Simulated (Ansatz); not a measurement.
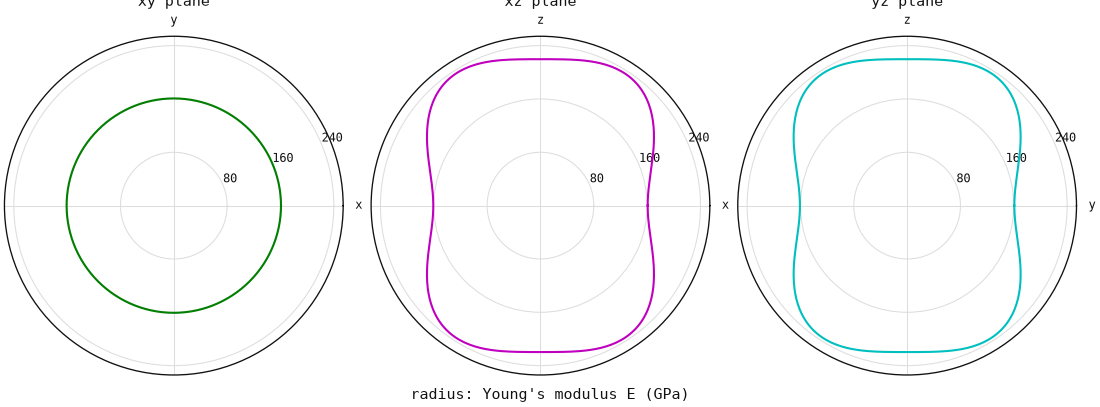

The figure shows the Young's modulus as a function of direction in the xy, xz and yz planes for Hf₂S, space group P6_3/mmc (No. 194).

Cell as given: a = 3.340 Å, b = 3.340 Å, c = 11.709 Å, α = 90.00°, β = 90.00°, γ = 120.00°; 6 atoms.

Calculation (Ansatz 0.2.0): elastic stress-strain coefficients at zero temperature from small strains of the given cell, Voigt order xx yy zz yz xz xy, Cartesian axes of the cell vectors; plane waves with PAW datasets, Γ-centred k mesh. Level: PBEsol, no spin polarisation.

- wave cutoff: 420 eV
- k mesh: 12×12×4
- occupations: Fermi–Dirac
- smearing width: 0.15 eV
- ions: relaxed
- strain amplitude: 0.005

This calculation gives: bulk modulus 141.8 GPa, shear modulus 78.4 GPa, least Young's modulus over all directions 160.7 GPa and largest 235.2 GPa.

Now the level changes from PBEsol to LDA, and the cell is that level's own (18.39 against 18.86 Å³/atom). What happens?

The bulk modulus rises from 141.8 to 149.2 GPa (+5.2 %), the shear modulus hardly changes (78.4 and 79.5 GPa), the least Young's modulus over all directions hardly changes (160.7 and 162.2 GPa) and the largest rises from 235.2 to 242.0 GPa (+2.9 %).

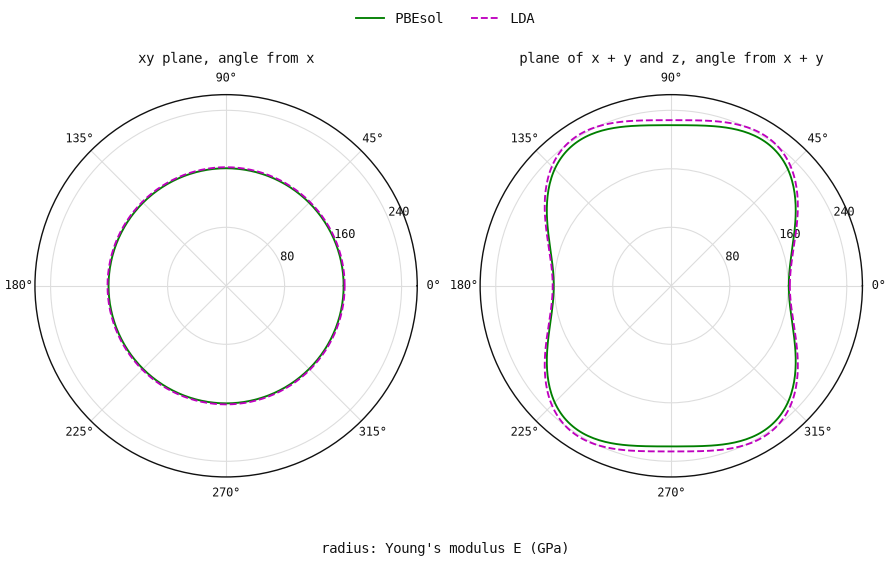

The two results together.

For both, limits of the calculation: metal sensitive to the k mesh.
